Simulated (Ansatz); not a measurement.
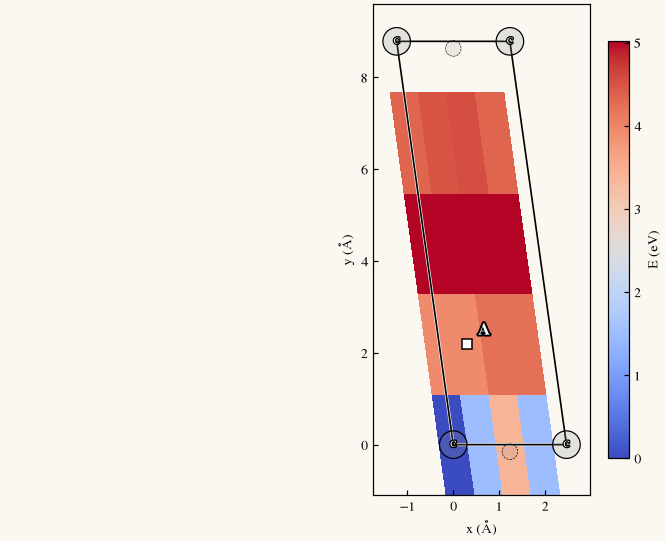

F on a C(101) slab cut from the P6/mmm phase, its upper half relaxed before the scan (12 atoms of substrate and one adsorbate in a 2 × 1 cell). F is moved over the surface cell; relaxed at each place: the height of the adsorbate's atoms; substrate rigid; the origin of the map has the adsorbate above C11. Places are given modulo a cell vector. The map is drawn in real space over the plane of the surface. The grid has 4 × 4 points. Places are given in fractions of the 1 × 1 surface cell. Energies: eV, counted from the lowest grid point. At some places the adsorbate sinks to or below the level of the top layer. All numbers below come from DFT PBE, scalar-relativistic, plane waves, PAW (Ansatz). Settings: cutoff 420 eV, k-mesh 6×3×1, gaussian smearing 0.1 eV, no spin polarisation.

The picture shows one coloured cell a grid point, labelled circles for the atoms of the top layer and small ones for the second layer, the outline of one cell of the plane, the point A.

> Which way does the force act at A, and how strong is it?

A, at (1/4, 1/4) of the cell vectors, is not a stationary point. The computed force is 2.1 eV/Å in the plane, pointing down in the picture (components −0.4 and −2.1 eV/Å).

PAW datasets: the set soft_1.
